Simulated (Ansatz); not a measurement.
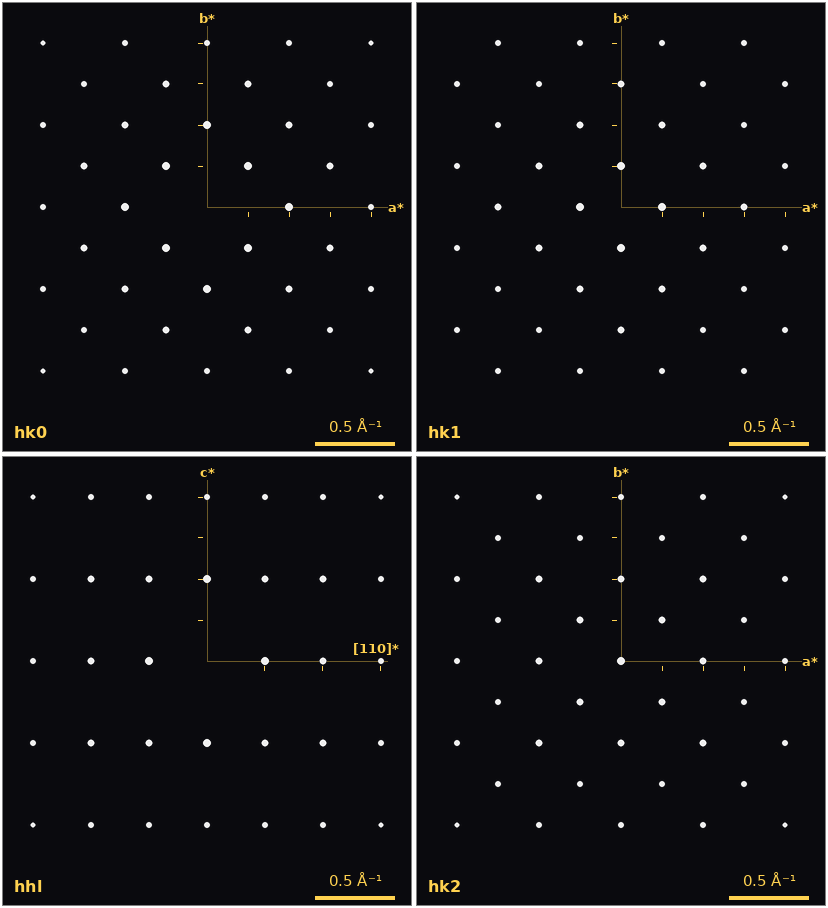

Four undistorted layers of reciprocal space, calculated for a single crystal (X-rays, kinematic |F|², B = 0.5 Å²). Tick marks count the reciprocal lattice steps of the conventional cell along each axis.

The compound is Sn. Structure: the input geometry of an electronic-structure calculation (not necessarily at equilibrium); the starting structure was generated, so it need not be a known form of this composition.

What cell do the layers give?

a* = 0.261, b* = 0.261, c* = 0.261 Å⁻¹; the cell is cubic with a = 3.83 Å.

Which reflection conditions do the layers show?

Reflections are present only under these conditions. hkl: h + k + l = 2n; hk0: h + k = 2n; hhl: l = 2n; h00: h = 2n. The lattice is body-centred (I).

Which space groups fit?

The intensities have Laue symmetry m-3m (the hk0 layer shows 4mm, hk1 shows 4mm). With these conditions the candidates are I432 (No. 211), I-43m (No. 217), Im-3m (No. 229). Diffraction geometry alone does not choose among them; the structure has Im-3m.
